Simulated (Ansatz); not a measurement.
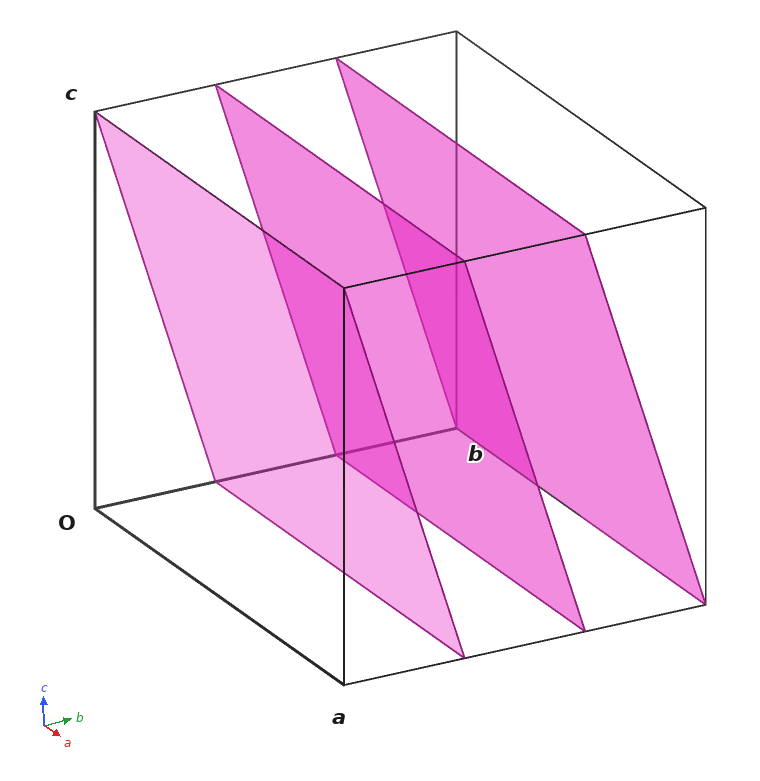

For Sn3O4, the geometry relaxed with DFT PBE, scalar-relativistic, plane waves, PAW (Ansatz): every member of one family of equally spaced planes, hx + ky + lz = a whole number, that cuts the unit cell is shaded (one member passes through the origin O, touching the cell only at an edge or corner). All values are computed from the atomic coordinates in the standard setting (tolerance 0.002 Å).

a = 7.196 Å, b = 5.845 Å, c = 6.099 Å, α = 90.00°, β = 90.01°, γ = 90.00°.

### Which (hkl) family is drawn?

(0 3 1); the opposite sign names the same planes. The member next to the origin meets the axes a never, b at 1/3, c at 1.

### What is the spacing?

d = 1.856 Å.
